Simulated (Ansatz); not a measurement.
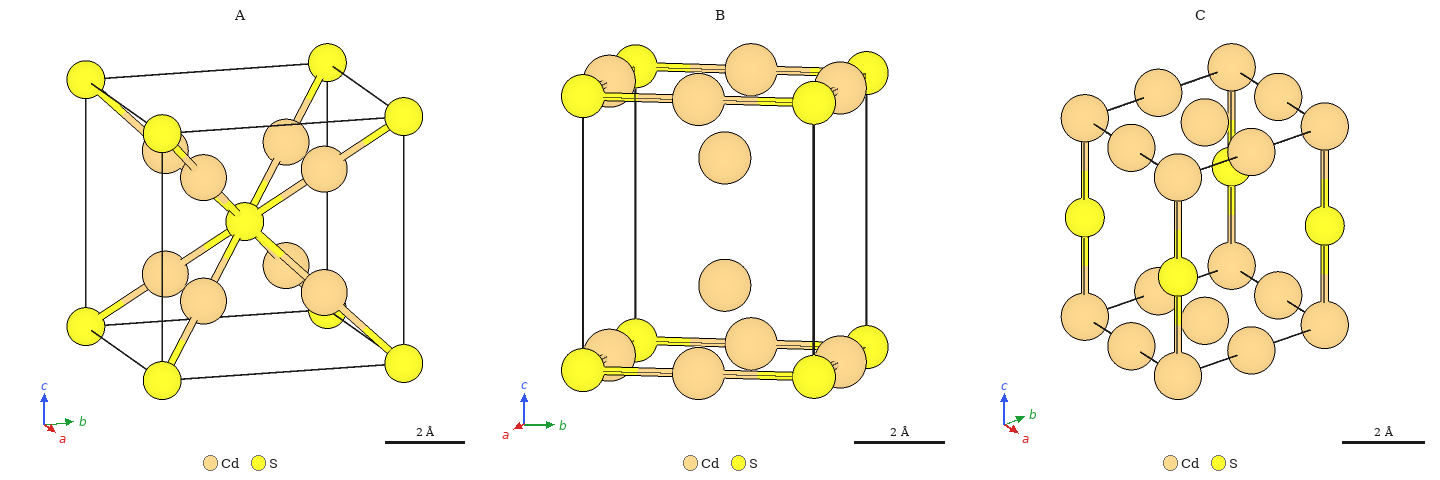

Three structures of Cd₄S, each relaxed to rest (conventional cells in solid outline, small ones repeated, each panel with its own scale). Method: DFT PBE, scalar-relativistic, plane waves, PAW in Ansatz 0.2.0, without spin polarisation.

> Give the type and space group of each panel.

A: 10 atoms a cell on a body-centred cubic lattice, Im-3m; B: 5 atoms a cell on a primitive tetragonal lattice, P4/mmm; C: 5 atoms a cell on a primitive hexagonal lattice, P6/mmm.

> Which of these is lowest in energy, and how far above it do the others lie?

B, then C (+16 meV/atom) and A (+60 meV/atom), energies at zero smearing.

> Collect the results in a table.

| panel | structure | E − E(lowest) (meV/atom) | volume (Å³/atom) | gap (eV) |
| --- | --- | --- | --- | --- |
| B | P4/mmm | 0 | 34.9 | metal |
| C | P6/mmm | 16 | 31.3 | metal |
| A | Im-3m | 60 | 26.5 | metal |

Some of these may be structure types tried for this composition rather than known phases, and the most stable form need not be among them. Gaps are taken on the k-mesh or band path of each run.
